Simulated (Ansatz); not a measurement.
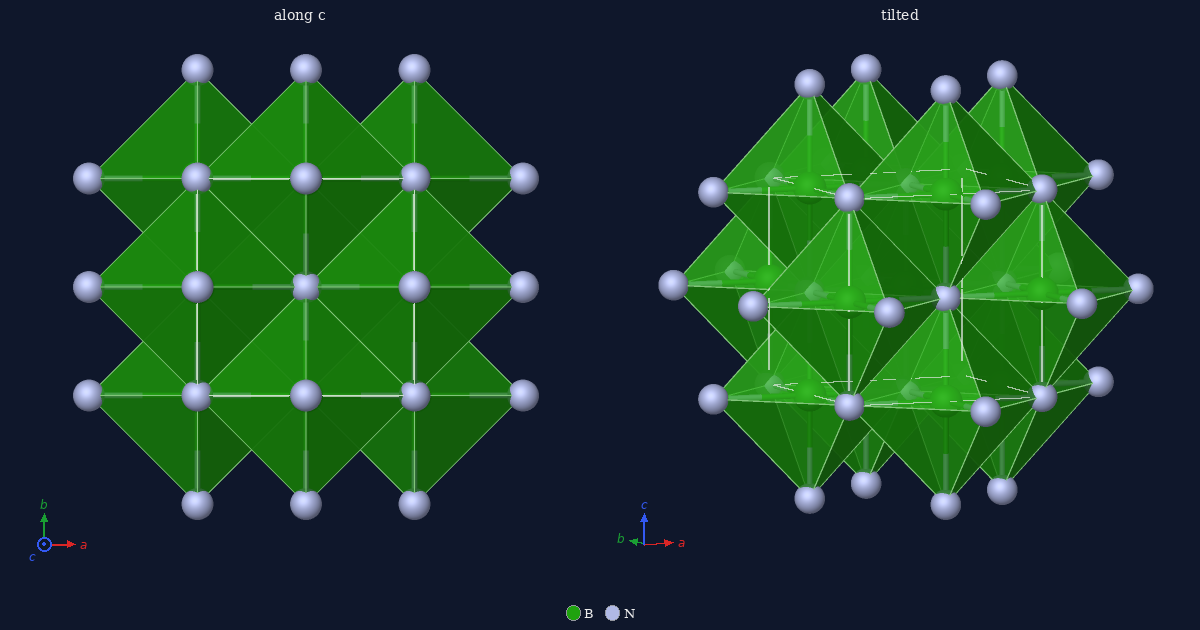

This polyhedral model is shown along the c axis and slightly off an axis. Lines trace the edges of the conventional unit cell. Some neighbours outside the box are added.

BN, space group Fm-3m (No. 225), a = 3.55 Å, b = 3.55 Å, c = 3.55 Å, α = 90.00°, β = 90.00°, γ = 90.00°.

Method: DFT PBEsol, scalar-relativistic, plane waves, PAW (Ansatz 0.2.0); an energy cutoff of 420 eV, k-points about 0.22 Å⁻¹ apart, Gaussian smearing of 0.02 eV, no spin polarisation.

**How large a gap does the method give, if there is one?**

A semiconductor at this level, with a gap of 0.94 eV on the k-mesh (the true edges may lie between mesh points, so the gap can be somewhat smaller).

**What is the computed pressure?**

The computed pressure is -19.3 GPa (stretched: it would shrink).

The cell started as a structure listed in the Materials Project, with elements exchanged, so it need not be a known form of the compound. The cell was then strained or its atoms displaced on purpose. A calculation with Ansatz used it as input.

At this level of theory the cell isn't at rest (stretched, at -19 GPa), so its distances can differ from those at equilibrium, the more so the softer the solid.
